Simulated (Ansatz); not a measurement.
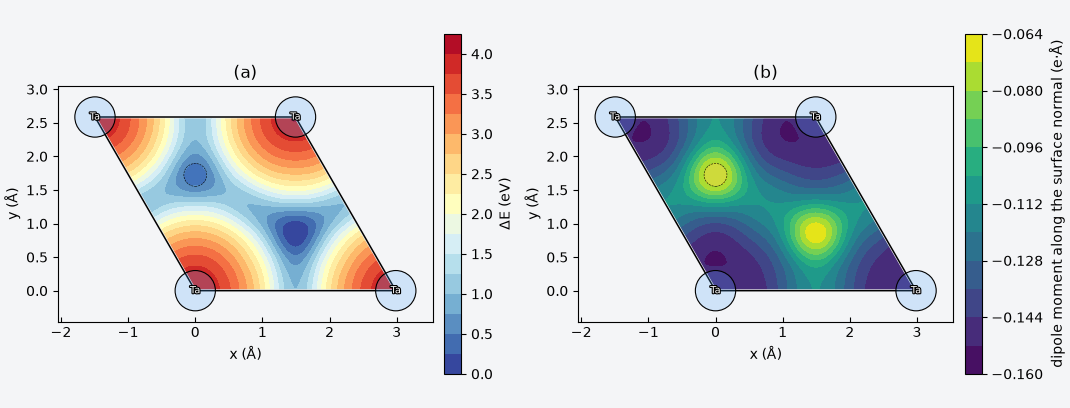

N on a Ta(111) slab cut from the Fm-3m phase, its upper half relaxed before the scan (3 atoms of substrate and one adsorbate in a 1 × 1 cell). N is moved over the surface cell; relaxed at each place: the height of the adsorbate's atoms; substrate rigid; the origin of the map has the adsorbate above Ta3. Places are given modulo a cell vector. The map is drawn in real space over the plane of the surface. The scan uses a 6 × 6 grid; 10 points were computed and 26 follow by symmetry. Energies are in eV, from the lowest grid point. With one adsorbate in each 1 × 1 cell, its nearest image is 3.0 Å away, so neighbouring adsorbates interact. All numbers below come from DFT PBE, scalar-relativistic, plane waves, PAW in Ansatz. Settings: cutoff 420 eV, k-mesh 9×9×1, gaussian smearing 0.1 eV, no spin polarisation.

Panel (a) is the energy and panel (b) the computed dipole moment along the surface normal on the same grid.

Drawn: filled contours, labelled circles for the atoms of the top layer and small ones for the second layer, the outline of one cell of the plane. Between grid points the surface is interpolated.

Question: How does the dipole moment along the surface normal vary over the map, and what is it at the lowest grid point?

Answer: It runs from −0.15 e·Å at (0/6, 1/6) of the cell vectors [nearest 1 Ta at 1.75 Å] to −0.06 e·Å at a threefold hollow over a second-layer Ta atom, (2/6, 4/6) of the cell vectors. At the lowest grid point, a threefold hollow over a third-layer Ta atom, (4/6, 2/6) of the cell vectors, it is −0.07 e·Å.

PAW datasets: the set soft_1.
